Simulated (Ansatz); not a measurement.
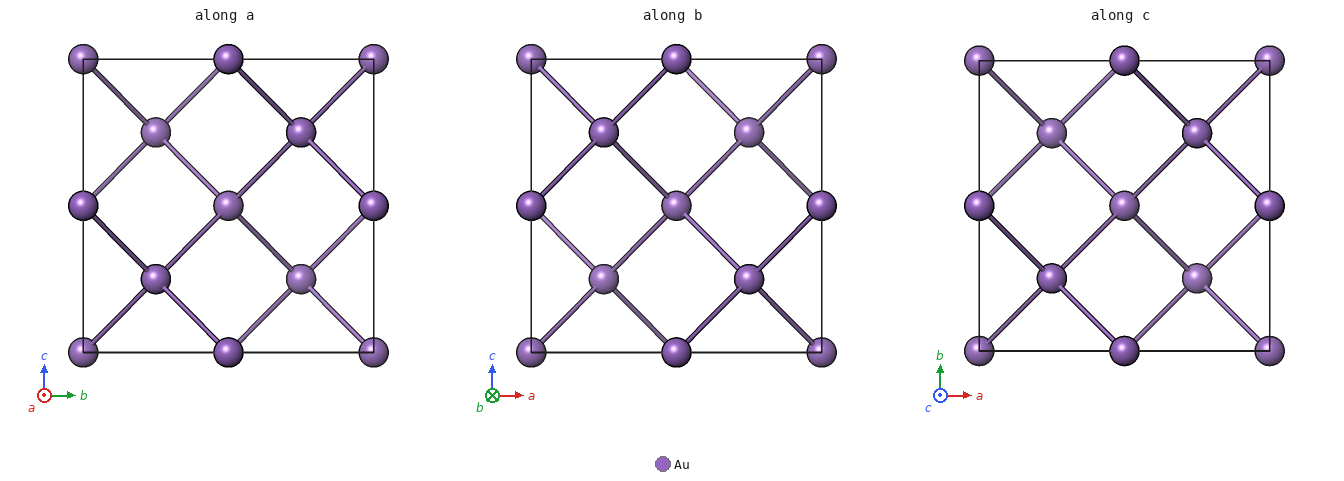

We look at a ball-and-stick model of the crystal along the a axis, along the b axis and along the c axis. The lines enclose the drawn cell (a repeat of the simulation cell); boundary atoms appear with their images.

Lattice parameters: a = 6.0990 Å, b = 6.0990 Å, c = 6.1606 Å, α = 90.000°, β = 90.000°, γ = 90.000°.

**Write down what is shown as a CIF in P1 with every atom of the cell.**

```cif
data_structure
_symmetry_space_group_name_H-M 'P 1'
_symmetry_Int_Tables_number 1
_cell_length_a 6.0990
_cell_length_b 6.0990
_cell_length_c 6.1606
_cell_angle_alpha 90.000
_cell_angle_beta 90.000
_cell_angle_gamma 90.000
_cell_volume 229.16
loop_
_atom_site_label
_atom_site_type_symbol
_atom_site_fract_x
_atom_site_fract_y
_atom_site_fract_z
_atom_site_occupancy
Au1 Au 0.5000 0.0000 0.0000 1
Au2 Au 0.7500 0.2500 0.2500 1
Au3 Au 0.0000 0.5000 0.0000 1
Au4 Au 0.2500 0.7500 0.2500 1
Au5 Au 0.0000 0.0000 0.5000 1
Au6 Au 0.2500 0.2500 0.7500 1
Au7 Au 0.5000 0.5000 0.5000 1
Au8 Au 0.7500 0.7500 0.7500 1
```

The structure was taken from a structure type filled with this element by a generator (whether the element takes this form wasn't checked). The cell was then strained or its atoms displaced on purpose. A calculation with Ansatz used it as input.
